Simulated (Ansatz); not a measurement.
Run report: MgSi, elastic-constant calculation (part 1 of 2)

MgSi (P4/mmm, 2 atoms in the cell), computed with DFT, r2SCAN, plane waves, PAW, no spin polarisation (Ansatz 0.2.0).

The structure derives from a Materials Project entry. It belongs to a series of runs on one base structure; here: strain amplitude 0.0002, PAW files. Figures and captions count atoms from 1; the log counts them from 0 in places.

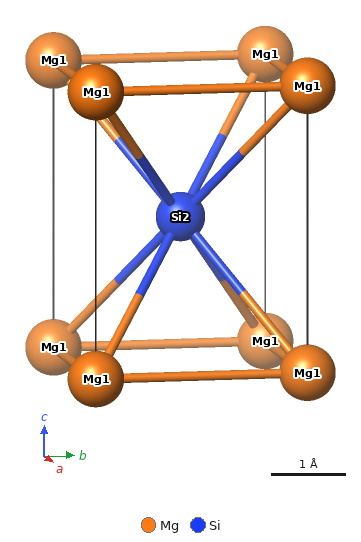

*The structure (ball-and-stick view of the cell of the calculation, seen slightly off an axis; atoms are numbered from 1 in the order of the input).*

Input:
```yaml
crystal:
  lattice:
    - [2.94533277418, 0.0, 0.0]
    - [0.0, 2.94533277418, 0.0]
    - [0.0, 0.0, 3.96039133079]
  atoms:
    - { symbol: Mg, position: [0.0, 0.0, 0.0] }
    - { symbol: Si, position: [0.5, 0.5, 0.5] }
kpoints:
  mp_grid: { grid: [14, 14, 10] }
scf:
  occupations: { method: fermi_dirac, width: 0.1 }
hamiltonian:
  xc: r2scan
  pseudopotentials: { kind: paw }
elastic:
  mode: relaxed_ion
  stencil: four_point
  amplitude: 0.0002
```

Hardware: 2 threads of Arm Neoverse V1, 24 GiB of memory available, shared host.

Command:
```bash
ansatz run input.yaml --threads 2 --pin off --max-ram 6144MiB --backend cpu --events-out ev --progress --plain --runs-dir out
```

What the program printed:
```
Warning: elastic: elastic.amplitude = 2e-4 is under 1e-3, the smallest value that the input manual advises. Under elastic.basis: reselect (the default) a strained cell's stress can jump where the strain carries plane waves across the cutoff. Elastic constants are stress differences divided by the amplitude, so the smaller the amplitude, the larger the error that such a jump leaves in a constant, and tightening scf.convergence.dr2_threshold does not remove it. Raise elastic.amplitude, ideally to the default, 2e-3. If the run also warns that a relaxation is far from harmonic, what that warning says about the amplitude concerns its own fault, not this one: still raise the amplitude to the default, but no further, and follow that warning's own remedy on the run at the default, whether or not it returns there. If that remedy is a smaller amplitude, do not go under 1e-3, or this warning returns. A higher basis.ecutwfc may shrink the jumps, but this warning looks only at elastic.amplitude and elastic.basis, and still prints. The manual's entry on elastic.amplitude has measured examples
Engine: ansatz 0.2.0, aarch64-unknown-linux-gnu
Pseudopotentials: kind: paw
Pseudopotential: Mg, paw, valence charge 10, recommended cutoff 500 eV (meta_gga), Mg.paw.azcp
Pseudopotential: Si, paw, valence charge 4, recommended cutoff 500 eV (meta_gga), Si.paw.azcp
Functional definition: r2SCAN
  parameter k0 = 0.174
  parameter k1 = 0.065
  parameter a1 = 4.9479
  exchange = r2scan_x(k0 = k0, k1 = k1, a1 = a1)
  correlation = r2scan_c
Crystal: 2 atoms, lattice volume = 34.356 Å³
Basis set: ecut = 500 eV, 855 PW (Γ), exchange–correlation on 96×96×120 points (64 copies of the dense FFT grid, shifted against one another)
Bands: 11, of which v1, the nominal top of the filled ones, is band 7 counted from 1 (6 counted from 0)
Symmetry: 16 space group operations
Space group: P4/mmm (ITA 123), of the structure as read, at distance tolerance 3.3e-5 Å
k-points: 216 of 1960
Non-local potential: Mg, projectors of the file, l = 0: 3, l = 1: 2, l = 2: 1
Non-local potential: Si, projectors of the file, l = 0: 2, l = 1: 2, l = 2: 2
PAW form: soft (Blöchl's): semilocal exchange-correlation on the pseudo side does not see the compensation charge
PAW frozen core: Mg, regenerated for the run's functional (the file was generated under x = pbe(κ = 0.804, μ = 0.2195149727645171), c = pbe(β = 0.06672455060314922))
PAW frozen core: Si, regenerated for the run's functional (the file was generated under x = pbe(κ = 0.804, μ = 0.2195149727645171), c = pbe(β = 0.06672455060314922))
PAW one-centre angular grid: Mg, 302 points (default); XC on 224 Gauss nodes
PAW one-centre angular grid: Si, 302 points (default); XC on 160 Gauss nodes
Initial density: superposition of atomic densities (neutral atoms: chi_scale 0, normalization atom), corrected by the library's trained network
Initial wavefunctions: pseudopotential atomic-orbital guess
Functional: x = r2scan, c = r2scan; τ floored in thin density (d = 2e-4 eV/Å³)
SCF iter   1: F=—  HF=-2565.168425 eV  |F-HF|=—  |Δ(HF+E_count)|=         —  Δρ=7.23e-3  dr2=8.51e-3  dr2_τ=3.12e-3  ethr=1.77e-3  ⟨swp⟩=5.0  Hψ=15417  notcnv=0
preconditioner: auto → none  [metal: Δε(μ)=0.046 eV  Ē_g=9.697 eV  σ=0.100 eV  W_gap=0.11  n_scr=6 (ndim 8)  ℏωp=15.5 eV  f_vac=0.000  D(μ)=0.66/eV (n_scr^D=2)  sad-step TF]
SCF iter   2: F=—  HF=-2565.192187 eV  |F-HF|=—  |Δ(HF+E_count)|=   2.38e-2  Δρ=3.51e-3  dr2=2.80e-3  dr2_τ=4.11e-5  ethr=6.08e-5  ⟨swp⟩=2.0  Hψ=6468  notcnv=0  defer=12
SCF iter   3: F=—  HF=-2565.193524 eV  |F-HF|=—  |Δ(HF+E_count)|=   1.34e-3  Δρ=1.00e-3  dr2=2.68e-4  dr2_τ=2.80e-6  ethr=2.00e-5  ⟨swp⟩=2.6  Hψ=3533  notcnv=0  defer=12
SCF iter   4: F=—  HF=-2565.193731 eV  |F-HF|=—  |Δ(HF+E_count)|=   2.06e-4  Δρ=1.25e-4  dr2=8.87e-6  dr2_τ=5.17e-8  ethr=1.92e-6  ⟨swp⟩=2.0  Hψ=3038  notcnv=0  defer=12
SCF iter   5: F=—  HF=-2565.193736 eV  |F-HF|=—  |Δ(HF+E_count)|=   5.01e-6  Δρ=4.30e-5  dr2=6.30e-7  dr2_τ=4.54e-9  ethr=6.34e-8  ⟨swp⟩=2.0  Hψ=3024  notcnv=0  defer=12
SCF iter   6: F=—  HF=-2565.193737 eV  |F-HF|=—  |Δ(HF+E_count)|=   1.37e-6  Δρ=5.00e-6  dr2=8.16e-9  dr2_τ=1.94e-10  ethr=4.50e-9  ⟨swp⟩=2.8  Hψ=3847  notcnv=0  defer=12
SCF iter   7: F=—  HF=-2565.193737 eV  |F-HF|=—  |Δ(HF+E_count)|=   2.89e-8  Δρ=1.12e-6  dr2=9.66e-10  dr2_τ=8.28e-12  ethr=5.83e-11  ⟨swp⟩=2.2  Hψ=3415  notcnv=0  defer=12
SCF iter   8: F=—  HF=-2565.193737 eV  |F-HF|=—  |Δ(HF+E_count)|=  1.21e-10  Δρ=2.22e-7  dr2=3.37e-11  dr2_τ=3.13e-13  ethr=6.90e-12  ⟨swp⟩=2.0  Hψ=2896  notcnv=0  defer=12
SCF iter   9: F=—  HF=-2565.193737 eV  |F-HF|=—  |Δ(HF+E_count)|=  8.64e-12  Δρ=3.44e-8  dr2=4.09e-13  dr2_τ=3.97e-15  ethr=2.41e-13 (applied; sched 1.00e-12)  ⟨swp⟩=2.1  Hψ=3175  notcnv=0  defer=12
SCF iter  10: F=-2565.193737 eV  HF=-2565.193737 eV  |F-HF|=4.55e-13  |Δ(HF+E_count)|=  4.55e-13  Δρ=4.16e-9  dr2=9.16e-15  dr2_τ=1.13e-16  ethr=1.00e-12  ⟨swp⟩=4.6  Hψ=8124  notcnv=0
the search or the solves at the SCF's close seem to have found levels that the self-consistency loop had missed (the run counts 1). By its estimate they hold under 1e-12 electrons; where the run keeps them, the occupations were computed again with them
SCF 1 converged in 10 iterations: F = -2565.193737 eV  dr2 = 9.16e-15
  greatest PAW one-centre occupation: 1.000 electrons in one spin orbital (limit 2), on the Mg atom at site 0 (counted from 0), in its partial waves of l = 0
Initial density: handed on by an earlier stage of this run
Initial wavefunctions: those handed on with the density
iter 1 solved again at ethr=1.00e-12 eV; its pass at ethr=3.10e-3 eV (dr2=2.80e-14 eV) is discarded
SCF iter   1: F=—  HF=-2565.193737 eV  |F-HF|=—  |Δ(HF+E_count)|=         —  Δρ=4.17e-9  dr2=9.26e-15  dr2_τ=1.14e-16  ethr=1.00e-12  ⟨swp⟩=1.8  Hψ=16577  notcnv=0
preconditioner: auto → none  [metal: Δε(μ)=0.049 eV  Ē_g=9.693 eV  σ=0.100 eV  W_gap=0.12  n_scr=6 (ndim 8)  ℏωp=15.5 eV  f_vac=0.000  D(μ)=0.65/eV (n_scr^D=2)]
SCF iter   2: F=-2565.193737 eV  HF=-2565.193737 eV  |F-HF|=9.09e-13  |Δ(HF+E_count)|=    0.00e0  Δρ=1.77e-9  dr2=9.21e-16  dr2_τ=1.76e-17  ethr=1.00e-12  ⟨swp⟩=4.2  Hψ=7526  notcnv=0
SCF 2 converged in 2 iterations: F = -2565.193737 eV  dr2 = 9.21e-16
Crystal: 2 atoms, lattice volume = 34.343 Å³
Symmetry: 8 space group operations
k-points: 384 of 1960
iter 1 solved again at ethr=6.52e-10 eV; its pass at ethr=3.10e-3 eV (dr2=9.12e-8 eV) is discarded
SCF iter   1: F=—  HF=-2565.193734 eV  |F-HF|=—  |Δ(HF+E_count)|=         —  Δρ=1.30e-5  dr2=7.86e-8  dr2_τ=2.02e-7  ethr=6.52e-10  ⟨swp⟩=3.0  Hψ=32105  notcnv=0  defer=5
preconditioner: auto → none  [metal: Δε(μ)=0.046 eV  Ē_g=9.696 eV  σ=0.100 eV  W_gap=0.11  n_scr=6 (ndim 8)  ℏωp=15.5 eV  f_vac=0.000  D(μ)=0.65/eV (n_scr^D=2)]
SCF iter   2: F=—  HF=-2565.193735 eV  |F-HF|=—  |Δ(HF+E_count)|=   7.49e-7  Δρ=7.85e-6  dr2=2.48e-8  dr2_τ=1.82e-10  ethr=5.61e-10  ⟨swp⟩=2.0  Hψ=7000  notcnv=0  defer=5
SCF iter   3: F=—  HF=-2565.193735 eV  |F-HF|=—  |Δ(HF+E_count)|=   7.59e-9  Δρ=4.39e-6  dr2=5.56e-9  dr2_τ=5.82e-11  ethr=1.77e-10  ⟨swp⟩=1.9  Hψ=4920  notcnv=0  defer=5
SCF iter   4: F=—  HF=-2565.193735 eV  |F-HF|=—  |Δ(HF+E_count)|=   5.72e-9  Δρ=4.74e-7  dr2=1.44e-10  dr2_τ=1.69e-12  ethr=3.97e-11  ⟨swp⟩=2.0  Hψ=5395  notcnv=0  defer=5
SCF iter   5: F=—  HF=-2565.193735 eV  |F-HF|=—  |Δ(HF+E_count)|=  1.59e-11  Δρ=1.51e-7  dr2=1.68e-11  dr2_τ=7.83e-14  ethr=1.03e-12  ⟨swp⟩=1.9  Hψ=5110  notcnv=0  defer=5
SCF iter   6: F=—  HF=-2565.193735 eV  |F-HF|=—  |Δ(HF+E_count)|=  1.82e-12  Δρ=2.17e-8  dr2=2.53e-13  dr2_τ=1.11e-15  ethr=1.20e-13 (applied; sched 1.00e-12)  ⟨swp⟩=2.0  Hψ=5086  notcnv=0  defer=15
SCF iter   7: F=-2565.193735 eV  HF=-2565.193735 eV  |F-HF|=4.55e-13  |Δ(HF+E_count)|=  4.55e-13  Δρ=5.29e-9  dr2=1.73e-14  dr2_τ=9.80e-17  ethr=1.00e-12  ⟨swp⟩=4.0  Hψ=12501  notcnv=0
SCF 3 converged in 7 iterations: F = -2565.193735 eV  dr2 = 1.73e-14
Crystal: 2 atoms, lattice volume = 34.370 Å³
Basis set: ecut = 500 eV, 863 PW (Γ), exchange–correlation on 96×96×120 points (64 copies of the dense FFT grid, shifted against one another)
iter 1 solved again at ethr=1.00e-12 eV; its pass at ethr=3.10e-3 eV (dr2=1.01e-11 eV) is discarded
SCF iter   1: F=—  HF=-2565.193737 eV  |F-HF|=—  |Δ(HF+E_count)|=         —  Δρ=1.24e-6  dr2=9.99e-12  dr2_τ=1.36e-12  ethr=1.00e-12  ⟨swp⟩=2.4  Hψ=31252  notcnv=0  defer=1
preconditioner: auto → none  [metal: Δε(μ)=0.046 eV  Ē_g=9.691 eV  σ=0.100 eV  W_gap=0.11  n_scr=6 (ndim 8)  ℏωp=15.5 eV  f_vac=0.000  D(μ)=0.65/eV (n_scr^D=2)]
SCF iter   2: F=—  HF=-2565.193737 eV  |F-HF|=—  |Δ(HF+E_count)|=   4.50e-9  Δρ=6.21e-7  dr2=2.52e-12  dr2_τ=1.36e-11  ethr=7.14e-14 (applied; sched 1.00e-12)  ⟨swp⟩=2.5  Hψ=6771  notcnv=0  defer=14
SCF iter   3: F=—  HF=-2565.193737 eV  |F-HF|=—  |Δ(HF+E_count)|=   1.61e-9  Δρ=3.06e-8  dr2=4.20e-13  dr2_τ=1.88e-14  ethr=1.80e-14 (applied; sched 1.00e-12)  ⟨swp⟩=3.0  Hψ=7035  notcnv=0  defer=15
SCF iter   4: F=-2565.193737 eV  HF=-2565.193737 eV  |F-HF|=4.55e-13  |Δ(HF+E_count)|=  2.27e-12  Δρ=9.01e-9  dr2=4.40e-14  dr2_τ=5.28e-16  ethr=1.00e-12  ⟨swp⟩=4.0  Hψ=12382  notcnv=0
SCF 4 converged in 4 iterations: F = -2565.193737 eV  dr2 = 4.40e-14
Crystal: 2 atoms, lattice volume = 34.363 Å³
SCF iter   1: F=—  HF=-2565.193737 eV  |F-HF|=—  |Δ(HF+E_count)|=         —  Δρ=3.94e-8  dr2=5.28e-14  dr2_τ=7.49e-14  ethr=1.00e-12  ⟨swp⟩=6.2  Hψ=28167  notcnv=0  defer=3
preconditioner: auto → none  [metal: Δε(μ)=0.048 eV  Ē_g=9.692 eV  σ=0.100 eV  W_gap=0.12  n_scr=6 (ndim 8)  ℏωp=15.5 eV  f_vac=0.000  D(μ)=0.65/eV (n_scr^D=2)]
SCF iter   2: F=-2565.193737 eV  HF=-2565.193737 eV  |F-HF|=0.00e0  |Δ(HF+E_count)|=  1.82e-12  Δρ=2.03e-8  dr2=1.17e-14  dr2_τ=2.51e-15  ethr=1.00e-12  ⟨swp⟩=4.2  Hψ=13512  notcnv=0
SCF 5 converged in 2 iterations: F = -2565.193737 eV  dr2 = 1.17e-14
Crystal: 2 atoms, lattice volume = 34.349 Å³
SCF iter   1: F=—  HF=-2565.193736 eV  |F-HF|=—  |Δ(HF+E_count)|=         —  Δρ=4.84e-8  dr2=7.15e-14  dr2_τ=1.09e-13  ethr=1.00e-12  ⟨swp⟩=6.2  Hψ=28144  notcnv=0  defer=2
preconditioner: auto → none  [metal: Δε(μ)=0.047 eV  Ē_g=9.695 eV  σ=0.100 eV  W_gap=0.12  n_scr=6 (ndim 8)  ℏωp=15.5 eV  f_vac=0.000  D(μ)=0.65/eV (n_scr^D=2)]
SCF iter   2: F=-2565.193736 eV  HF=-2565.193736 eV  |F-HF|=1.36e-12  |Δ(HF+E_count)|=  2.73e-12  Δρ=2.50e-8  dr2=1.87e-14  dr2_τ=3.35e-15  ethr=1.00e-12  ⟨swp⟩=2.7  Hψ=20375  notcnv=0
SCF 6 converged in 2 iterations: F = -2565.193736 eV  dr2 = 1.87e-14
iter 1 solved again at ethr=1.48e-10 eV; its pass at ethr=3.10e-3 eV (dr2=2.07e-8 eV) is discarded
SCF iter   1: F=—  HF=-2565.193735 eV  |F-HF|=—  |Δ(HF+E_count)|=         —  Δρ=7.05e-6  dr2=8.41e-9  dr2_τ=2.01e-7  ethr=1.48e-10  ⟨swp⟩=3.0  Hψ=18584  notcnv=0  defer=4
preconditioner: auto → none  [metal: Δε(μ)=0.049 eV  Ē_g=9.696 eV  σ=0.100 eV  W_gap=0.12  n_scr=6 (ndim 8)  ℏωp=15.5 eV  f_vac=0.000  D(μ)=0.65/eV (n_scr^D=2)]
SCF iter   2: F=—  HF=-2565.193735 eV  |F-HF|=—  |Δ(HF+E_count)|=   7.41e-7  Δρ=6.13e-6  dr2=1.66e-8  dr2_τ=2.19e-10  ethr=6.00e-11  ⟨swp⟩=2.7  Hψ=4176  notcnv=0  defer=4
SCF iter   3: F=—  HF=-2565.193735 eV  |F-HF|=—  |Δ(HF+E_count)|=   8.79e-9  Δρ=2.35e-6  dr2=1.76e-9  dr2_τ=3.38e-11  ethr=6.00e-11  ⟨swp⟩=2.0  Hψ=3032  notcnv=0  defer=4
SCF iter   4: F=—  HF=-2565.193735 eV  |F-HF|=—  |Δ(HF+E_count)|=   3.12e-9  Δρ=5.07e-7  dr2=1.35e-10  dr2_τ=1.19e-12  ethr=1.26e-11  ⟨swp⟩=2.0  Hψ=3053  notcnv=0  defer=4
SCF iter   5: F=—  HF=-2565.193735 eV  |F-HF|=—  |Δ(HF+E_count)|=  2.46e-11  Δρ=1.48e-7  dr2=1.13e-11  dr2_τ=6.39e-14  ethr=9.67e-13 (applied; sched 1.00e-12)  ⟨swp⟩=2.0  Hψ=2984  notcnv=0  defer=4
SCF iter   6: F=—  HF=-2565.193735 eV  |F-HF|=—  |Δ(HF+E_count)|=  7.28e-12  Δρ=3.97e-8  dr2=8.86e-13  dr2_τ=2.48e-15  ethr=8.06e-14 (applied; sched 1.00e-12)  ⟨swp⟩=2.0  Hψ=3005  notcnv=0  defer=11
SCF iter   7: F=-2565.193735 eV  HF=-2565.193735 eV  |F-HF|=4.55e-13  |Δ(HF+E_count)|=    0.00e0  Δρ=9.96e-9  dr2=5.59e-14  dr2_τ=1.63e-16  ethr=1.00e-12  ⟨swp⟩=3.0  Hψ=9232  notcnv=0
SCF 7 converged in 7 iterations: F = -2565.193735 eV  dr2 = 5.59e-14
iter 1 solved again at ethr=1.00e-12 eV; its pass at ethr=3.10e-3 eV (dr2=2.50e-12 eV) is discarded
SCF iter   1: F=—  HF=-2565.193733 eV  |F-HF|=—  |Δ(HF+E_count)|=         —  Δρ=1.68e-7  dr2=2.40e-12  dr2_τ=3.10e-12  ethr=1.00e-12  ⟨swp⟩=2.3  Hψ=17389  notcnv=0
preconditioner: auto → none  [metal: Δε(μ)=0.050 eV  Ē_g=9.691 eV  σ=0.100 eV  W_gap=0.12  n_scr=6 (ndim 8)  ℏωp=15.5 eV  f_vac=0.000  D(μ)=0.65/eV (n_scr^D=2)]
SCF iter   2: F=—  HF=-2565.193733 eV  |F-HF|=—  |Δ(HF+E_count)|=  2.27e-11  Δρ=8.55e-8  dr2=5.80e-13  dr2_τ=3.58e-14  ethr=1.71e-14 (applied; sched 1.00e-12)  ⟨swp⟩=2.0  Hψ=3397  notcnv=0  defer=11
SCF iter   3: F=-2565.193733 eV  HF=-2565.193733 eV  |F-HF|=9.09e-13  |Δ(HF+E_count)|=  6.37e-12  Δρ=1.05e-8  dr2=3.45e-14  dr2_τ=1.12e-15  ethr=1.00e-12  ⟨swp⟩=3.0  Hψ=8889  notcnv=0
SCF 8 converged in 3 iterations: F = -2565.193733 eV  dr2 = 3.45e-14
SCF iter   1: F=—  HF=-2565.193736 eV  |F-HF|=—  |Δ(HF+E_count)|=         —  Δρ=3.79e-8  dr2=5.01e-14  dr2_τ=9.35e-14  ethr=1.00e-12  ⟨swp⟩=6.1  Hψ=15616  notcnv=0  defer=3
preconditioner: auto → none  [metal: Δε(μ)=0.050 eV  Ē_g=9.692 eV  σ=0.100 eV  W_gap=0.12  n_scr=6 (ndim 8)  ℏωp=15.5 eV  f_vac=0.000  D(μ)=0.65/eV (n_scr^D=2)]
SCF iter   2: F=-2565.193736 eV  HF=-2565.193736 eV  |F-HF|=4.55e-13  |Δ(HF+E_count)|=  1.36e-12  Δρ=1.95e-8  dr2=1.11e-14  dr2_τ=2.27e-15  ethr=1.00e-12  ⟨swp⟩=4.2  Hψ=7479  notcnv=0
SCF 9 converged in 2 iterations: F = -2565.193736 eV  dr2 = 1.11e-14
```
